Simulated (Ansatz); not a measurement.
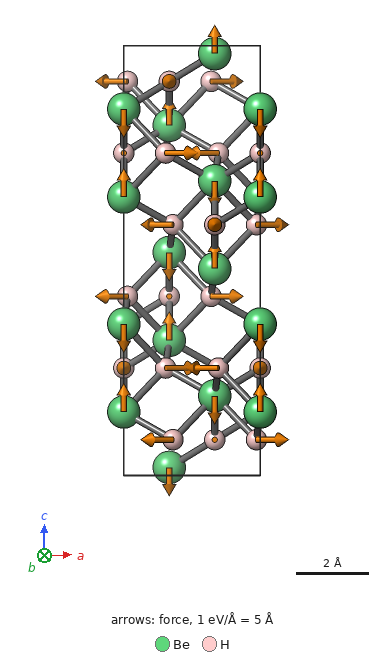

Starting geometry of crystalline Be2H3 (built on the corundum_167 type) (coarse preliminary run) with the computed forces as orange arrows. The picture is a ball-and-stick view of the conventional cell (3 times the calculation's cell), seen along the b axis. Lengths and directions refer to the drawn axes.

Case: corundum type (R-3c, No. 167).

Level of theory: DFT PBE, scalar-relativistic, plane waves, PAW in Ansatz 0.2.0.

Input file:
```yaml
crystal:
  lattice:
    - [2.2088922884, 1.2753045573, 4.0205156756]
    - [-2.2088922884, 1.2753045573, 4.0205156756]
    - [0.0, -2.5506091147, 4.0205156756]
  atoms:
    - { symbol: Be, position: [0.85218, 0.85218, 0.85218] }
    - { symbol: Be, position: [0.64782, 0.64782, 0.64782] }
    - { symbol: Be, position: [0.14782, 0.14782, 0.14782] }
    - { symbol: Be, position: [0.35218, 0.35218, 0.35218] }
    - { symbol: H, position: [0.05625, 0.44375, 0.75] }
    - { symbol: H, position: [0.75, 0.05625, 0.44375] }
    - { symbol: H, position: [0.44375, 0.75, 0.05625] }
    - { symbol: H, position: [0.94375, 0.55625, 0.25] }
    - { symbol: H, position: [0.25, 0.94375, 0.55625] }
    - { symbol: H, position: [0.55625, 0.25, 0.94375] }
basis:
  ecutwfc: 420
kpoints:
  mp_grid: { grid: [6, 6, 6] }
hamiltonian:
  xc: pbe
scf:
  occupations: { method: gaussian, width: 0.1 }
  lower_state_search: "off"
output:
  forces: true
  stress: true
  eigenvalues: true
relax:
  adjacent_minimum: "off"
  f_tol: 0.04
  max_steps: 70
  cell: { stress_tol: 0.4 }
```

Command:
```bash
ansatz run input.yaml --threads 1 --pin off --max-ram 2560MiB --backend cpu --events-out ev --progress --plain --runs-dir out
```

### Is this structure relaxed? If not, where do the atoms go?

It isn't relaxed: the largest force vector, on H atoms, is 0.21 eV/Å. The final displacements follow the starting forces only in part (cosine between the two patterns 0.60). The largest moves relative to the cell, 0.49 Å, are those of Be1, Be2, Be3 and Be4. Be4 goes along −c. Largest moves by element: Be 0.49 Å, H 0.03 Å. The volume changes by −6.6 %, with a = b 4.418 → 3.853 Å (−12.8 %), c 12.062 → 14.807 Å (+22.8 %). Near-neighbour distances that change, for instance: Be1–H5 1.830 → 1.586 Å, Be1–H10 1.722 → 1.959 Å. The space group stays R-3c (No. 167). After 11 accepted moves (14 points after the start) the energy has fallen by 1.243 eV per cell of the calculation. The largest force component goes from 0.21 to 0.0048 eV/Å. Pressure: −9.79 GPa at the start and 0.03 GPa at the end. The line search rejected the trial step at point 7 of the run. The SCF was repeated twice at an unchanged geometry on a basis and grid sized afresh for the cell, which shifted the energy by 21.7 meV per cell of the calculation at most.
